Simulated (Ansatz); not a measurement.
Structure data:

```
CELL_PARAMETERS angstrom
13.63503 0.00000 0.00000
0.00000 3.94438 0.00000
-0.74544 0.00000 6.31935
ATOMIC_POSITIONS crystal
Si 0.05566 0.00000 0.87412
Si 0.44434 0.50000 0.12588
Si 0.05923 0.50000 0.65364
Si 0.44077 0.00000 0.34636
Si 0.21289 0.00000 0.05707
Si 0.28711 0.50000 0.94293
Si 0.22703 0.50000 0.58560
Si 0.27297 0.00000 0.41440
Si 0.55566 0.50000 0.87412
Si 0.94434 0.00000 0.12588
Si 0.55923 0.00000 0.65364
Si 0.94077 0.50000 0.34636
Si 0.71289 0.50000 0.05707
Si 0.78711 0.00000 0.94293
Si 0.72703 0.00000 0.58560
Si 0.77297 0.50000 0.41440
```

What crystal do these data define?

The element is silicon. The symmetry is that of C2/m (No. 12), on a base-centred monoclinic lattice. The cell holds 16 atoms. Si bonds to four Si at 2.32 to 2.42 Å. The bonds build a three-dimensional framework.

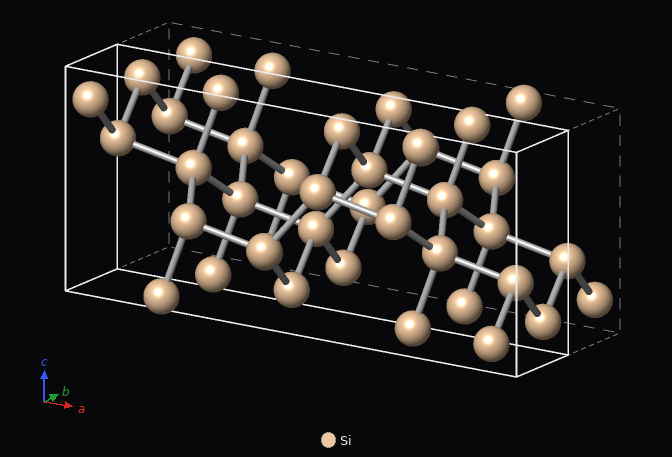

Shown here is a ball-and-stick view of the crystal, taken slightly off an axis. Solid lines give the conventional unit cell, repeated here 1×2×1 times. Colours: silicon light orange.

The initial geometry was a structure listed in the Materials Project. The cell was then strained or its atoms displaced on purpose. It was run through Ansatz as a DFT input.
